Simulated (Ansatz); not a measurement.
Input

```
crystal:
  lattice:
    - [0.0, 2.4770934619, 2.4770934619]
    - [2.4770934619, 0.0, 2.4770934619]
    - [2.4770934619, 2.4770934619, 0.0]
  atoms:
    - { symbol: Li, position: [0.0, 0.0, 0.0] }
    - { symbol: Cl, position: [0.5, 0.5, 0.5] }
basis:
  ecutwfc: 500
kpoints:
  mp_grid: { grid: [8, 8, 8] }
hamiltonian:
  xc: r2scan
scf:
  occupations: { method: gaussian, width: 0.02 }
output:
  forces: true
  stress: true
  eigenvalues: true
  write_density: true
  write_potential: true
  elf: true
  volumetric_format: npy
```

Command:

```sh
ansatz run input.yaml --threads 1 --pin off --max-ram 2560MiB --backend cpu --events-out ev --progress --plain --runs-dir out
```

Below, planes, directions and counts refer to the conventional cell (a = 4.95 Å, b = 4.95 Å, c = 4.95 Å, α = 90.00°, β = 90.00°, γ = 90.00°).

Space group Fm-3m; changed on purpose from its base cell (volume × 0.91); computed pressure about 4 GPa in this cell.

Level of theory: DFT r2SCAN, scalar-relativistic, plane waves, PAW (Ansatz 0.2.0).

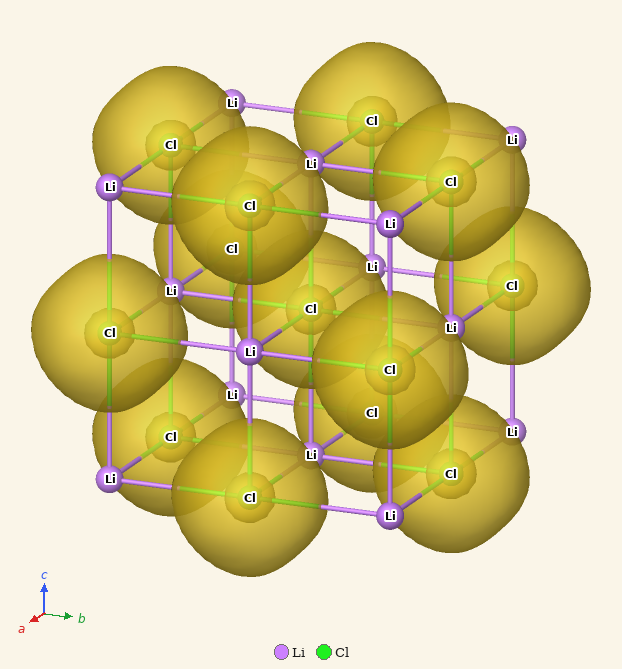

LiCl. Isosurface of the electron localisation function at 0.7 (yellow), seen at an oblique angle. Only the valence region is drawn (cores and ρ < 0.01 e/Å³ removed). Sticks mark near contacts.

Core electrons are frozen (PAW), and the valence fields are smoothed inside the atomic spheres.

Where are the electrons localised?

Answer. The surface consists of four regions wrapped around Cl (the valence shell of each), counted in one cell of 8 atoms. Any copies at cell faces, edges or corners count once. Along the contacts the grid gives the following. Li–Cl (2.48 Å): the ELF peaks at about 0.90 in the valence shell of Cl, 0.8 Å from its nucleus, and falls to about 0 next to Li; a largely ionic contact.

Metal or insulator at this level of theory?

Answer. It is gapped, with a Kohn–Sham gap of 7.6 eV on the k-point mesh, an upper bound to the gap of this method.
